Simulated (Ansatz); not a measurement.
# Single-point calculation, with input and output: C

The run: single-point calculation of C (Cmme, 4 atoms in the cell). Method and program: DFT LDA, scalar-relativistic, plane waves, PAW, no spin polarisation (Ansatz 0.2.0).

The structure derives from a Materials Project entry. It belongs to a series of runs on one base structure; here: mixing beta: 0.1.

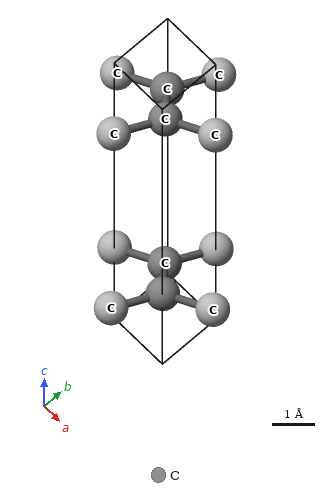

**Figure 1.** The input geometry (ball-and-stick view of the cell of the calculation, seen at an oblique angle; neighbours outside the cell are drawn fainter). An atom can appear more than once, as a periodic image.

Summary

| quantity | value |
| --- | --- |
| outcome | converged |
| space group (tolerance 0.01 Å) | Cmme (67) |
| electrons treated | 16 |
| free energy | −971.9115 eV |
| Fermi energy | 6.051 eV |
| gap on the k-point mesh | 0.02 eV |
| pressure | −3.92 GPa |
| largest force (length of the vector) | 0.026 eV/Å |
| hardware | 1 thread of AMD EPYC (Zen 3), 189 GiB of memory available, shared host |
| wall time | 19 s |
| peak memory | 0.4 GiB |

Input
```yaml
crystal:
  lattice:
    - [1.22804797, -2.12706182, 0.0]
    - [1.22804797, 2.12706182, 0.0]
    - [0.0, 0.0, 7.17326776]
  atoms:
    - { symbol: C, position: [0.08337946, 0.91662054, 0.7531376] }
    - { symbol: C, position: [0.58337946, 0.41662054, 0.2468624] }
    - { symbol: C, position: [0.91662054, 0.08337946, 0.2468624] }
    - { symbol: C, position: [0.41662054, 0.58337946, 0.7531376] }
basis:
  ecutwfc: 420
kpoints:
  mp_grid: { grid: [18, 18, 6] }
hamiltonian:
  xc: lda
scf:
  occupations: { method: gaussian, width: 0.1 }
  mixing: { beta: 0.1 }
  max_iter: 120
  lower_state_search: "off"
  initial_density: { chi_scale: 0, normalization: atom }
output:
  forces: true
  stress: true
  eigenvalues: true
```

Launched with:
```bash
ansatz run input.yaml --threads 1 --pin off --max-ram 2560MiB --backend cpu --events-out ev --progress --plain --runs-dir out
```

Log
```
Engine: ansatz 0.2.0, x86_64-unknown-linux-gnu
Pseudopotentials: kind: paw
Pseudopotential: C, paw, valence charge 4, recommended cutoff 420 eV (normal), C.paw.azcp
Functional definition: SPW92
  exchange = slater_x
  correlation = pw_c
Crystal: 4 atoms, lattice volume = 37.475 Å³
Basis set: ecut = 420 eV, 713 PW (Γ)
Bands: 12, of which v1, the nominal top of the filled ones, is band 8 counted from 1 (7 counted from 0)
Symmetry: 8 space group operations
Space group: Cmme (ITA 67), of the structure as read, at distance tolerance 3.3e-5 Å
k-points: 364 of 1944
Non-local potential: C, projectors of the file, l = 0: 2, l = 1: 2, l = 2: 1
PAW form: soft (Blöchl's): semilocal exchange-correlation on the pseudo side does not see the compensation charge
PAW frozen core: C, regenerated for the run's functional, and the local potential with it (the file was generated under x = pbe(κ = 0.804, μ = 0.2195149727645171), c = pbe(β = 0.06672455060314922))
PAW one-centre angular grid: C, 110 points (default); XC on 64 Gauss nodes
Initial density: superposition of atomic densities (neutral atoms: chi_scale 0, normalization atom)
Initial wavefunctions: pseudopotential atomic-orbital guess
Functional: x = slater, c = lda
SCF iter   1: F=—  HF=-974.233137 eV  |F-HF|=—  |Δ(HF+E_count)|=         —  Δρ=1.30e-1  dr2=5.51e0  ethr=3.10e-3  ⟨swp⟩=5.1  Hψ=24407  notcnv=0
preconditioner: auto → none  [metal: Δε(μ)=0.020 eV  Ē_g=16.370 eV  σ=0.100 eV  W_gap=0.11  n_scr=4 (ndim 8)  ℏωp=24.3 eV  f_vac=0.000  D(μ)=0.11/eV (n_scr^D=0)  sad-step TF]
SCF iter   2: F=—  HF=-973.924868 eV  |F-HF|=—  |Δ(HF+E_count)|=   3.08e-1  Δρ=1.19e-1  dr2=4.71e0  ethr=3.10e-3  ⟨swp⟩=1.0  Hψ=7280  notcnv=0
SCF iter   3: F=—  HF=-971.924260 eV  |F-HF|=—  |Δ(HF+E_count)|=    2.00e0  Δρ=1.01e-2  dr2=5.90e-2  ethr=3.10e-3  ⟨swp⟩=3.8  Hψ=14177  notcnv=0
SCF iter   4: F=—  HF=-971.910295 eV  |F-HF|=—  |Δ(HF+E_count)|=   1.40e-2  Δρ=3.69e-3  dr2=2.51e-3  ethr=3.69e-4  ⟨swp⟩=2.9  Hψ=10926  notcnv=0
SCF iter   5: F=—  HF=-971.911683 eV  |F-HF|=—  |Δ(HF+E_count)|=   1.39e-3  Δρ=6.91e-4  dr2=8.05e-4  ethr=1.57e-5  ⟨swp⟩=2.9  Hψ=7468  notcnv=0
SCF iter   6: F=—  HF=-971.911486 eV  |F-HF|=—  |Δ(HF+E_count)|=   1.97e-4  Δρ=2.85e-4  dr2=5.23e-5  ethr=5.03e-6  ⟨swp⟩=2.1  Hψ=5940  notcnv=0
SCF iter   7: F=—  HF=-971.911473 eV  |F-HF|=—  |Δ(HF+E_count)|=   1.30e-5  Δρ=3.70e-5  dr2=8.66e-7  ethr=3.27e-7  ⟨swp⟩=2.8  Hψ=6695  notcnv=0
SCF iter   8: F=-971.911473 eV  HF=-971.911473 eV  |F-HF|=3.07e-9  |Δ(HF+E_count)|=   9.99e-8  Δρ=3.38e-6  dr2=6.86e-9  ethr=6.25e-10  ⟨swp⟩=6.6  Hψ=25294  notcnv=0
SCF 1 converged in 8 iterations: F = -971.911473 eV  dr2 = 6.86e-9
  greatest PAW one-centre occupation: 0.667 electrons in one spin orbital (limit 2), on the C atom at site 3 (counted from 0), in its partial waves of l = 0
```

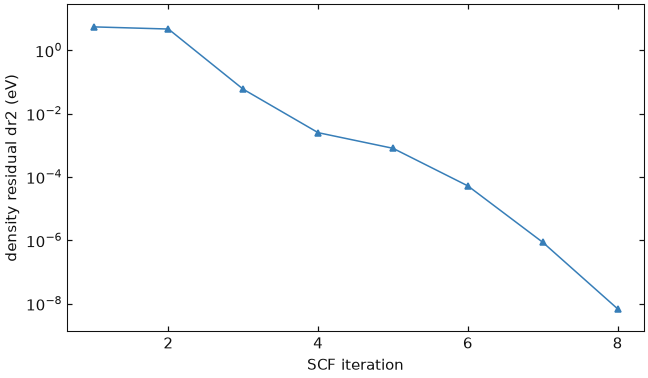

**Figure 2.** Convergence of the self-consistent field: density residual dr2 against the SCF iteration. The residual falls at every step.

```
SCF converged after 8 iterations
Free energy (F): -971.911473 eV
Harris-Foulkes:  -971.911473 eV  (|F-HF|=3.07e-9)
Internal energy: -971.911079 eV  (E = F + TS)
E sigma→0 (E₀):  -971.911276 eV
Entropy (-TS):   -0.000394 eV (-0.098 meV/atom)
Fermi energy:    6.051236 eV
--- Per-component energies (eV) ---
  E_band       = -48.567072
  E_kinetic    = 364.313312
  E_local      = -691.601951  (includes V_loc(G=0)·N_el)
  E_nonlocal   = 113.845324
  E_hartree    = 216.017544
  E_xc         = -190.114380
  E_vxc        = -236.360593  (∫ρ·V_xc dr)
  E_paw        = -367.668909  (= ΣΔE_a)
  E_vpaw       = -30.797601  (= ΣTr[D̂ρ^β])
  E_aug_tail   = 0.000035  (compensation charges beyond the density's cutoff)
  E_ewald      = -416.953384
  E_core_change = 0.251330  (= ΣΔE_core)
  E_smearing   = -0.000394  (= −TS)
  E_closure    = -0.000000  (closes the sum)
  Σ components = -971.911473   (vs F -971.911473, Δ=0.00e0)
--- Forces (eV/Å), atoms counted from 1 ---
  atom   1  C      0.00000000     0.02590733    -0.00283296
  atom   2  C      0.00000000     0.02590733     0.00283296
  atom   3  C     -0.00000000    -0.02590733     0.00283296
  atom   4  C     -0.00000000    -0.02590733    -0.00283296
  max |Σ_I F_I| component: 3.33e-16 eV/Å
--- Stress (GPa, compression-positive) ---
       -5.254901      -0.000000       0.000000
       -0.000000      -5.414876      -0.000000
        0.000000      -0.000000      -1.103698
  P = ⅓ Tr σ = -3.9245 GPa (-39.245 kbar)
--- Band table (eV; the first three rows and the last of 364) ---
  k-point 0: bands = ["-13.4119", "-13.2227", "-2.3488", "-0.8937", "3.0408", "3.0463", "3.0471", "3.0654", "9.4073", "14.3975", "14.4309", "14.4519"]
  k-point 1: bands = ["-13.3999", "-13.2357", "-2.2655", "-1.0097", "3.0412", "3.0467", "3.0489", "3.0643", "9.6813", "14.1032", "14.4017", "14.4323"]
  k-point 2: bands = ["-13.3669", "-13.2709", "-2.0311", "-1.3072", "3.0422", "3.0454", "3.0519", "3.0610", "10.4473", "12.8964", "14.4105", "14.4357"]
  k-point 363: bands = ["-8.0029", "-7.9880", "-7.1617", "-7.1504", "-0.3686", "-0.3648", "3.6383", "3.7169", "7.6250", "7.6978", "13.6330", "13.6583"]
```

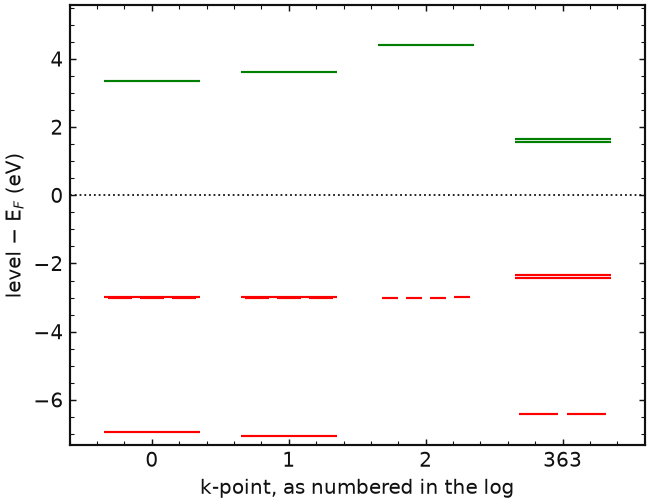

**Figure 3.** Kohn–Sham levels near the Fermi level (dotted) at the few k-points that the log prints; levels within 0.02 eV of each other stand side by side. Among these points the highest filled and lowest empty levels are 3.91 eV apart; the gap on the full mesh, 0.02 eV, has an edge at a point that isn't printed.
